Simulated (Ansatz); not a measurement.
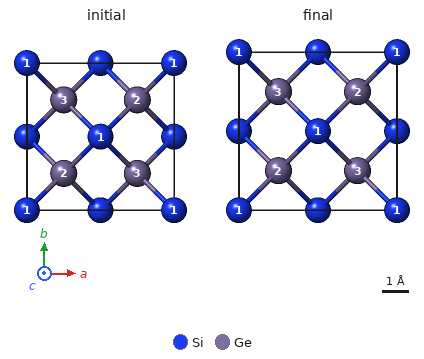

The structure of solid SiGe2 (a generated structure, set up in Fm-3m) (coarse preliminary run) before (left) and after (right) a relaxation, at one scale.

The picture is a ball-and-stick view of the conventional cell (4 times the calculation's cell), seen along the c axis. Lengths and directions refer to the drawn axes.

The calculation used DFT PBE, scalar-relativistic, plane waves, PAW (Ansatz).

Input file:
```yaml
crystal:
  lattice:
    - [0.0, 2.8914167062, 2.8914167062]
    - [2.8914167062, 0.0, 2.8914167062]
    - [2.8914167062, 2.8914167062, 0.0]
  atoms:
    - { symbol: Si, position: [0.0, 0.0, 0.0] }
    - { symbol: Ge, position: [0.75, 0.75, 0.75] }
    - { symbol: Ge, position: [0.25, 0.25, 0.25] }
basis:
  ecutwfc: 420
kpoints:
  mp_grid: { grid: [6, 6, 6] }
hamiltonian:
  xc: pbe
scf:
  occupations: { method: gaussian, width: 0.1 }
output:
  forces: true
  stress: true
  eigenvalues: true
relax:
  adjacent_minimum: "off"
  f_tol: 0.05
  max_steps: 80
  cell: { stress_tol: 0.5 }
```

Q: What changed between the two?

A: Over 3 accepted moves (4 points after the start) the energy falls by 215 meV per atom. All forces vanish by symmetry, so only the cell relaxes. The pressure goes from 20.71 to 0.47 GPa. At 1 point the geometry stayed and the basis and grid were re-selected for the new cell (energy shift of 3.0 meV per atom at most each time). The atoms keep their places relative to the cell (all moves are under 0.005 Å). The drawn cell changes as follows: a = b = c 5.783 → 6.214 Å (+7.5 %); the volume changes by +24.1 %. Some distances before and after: Si1–Ge2 2.504 → 2.691 Å. The space group stays Fm-3m (No. 225).
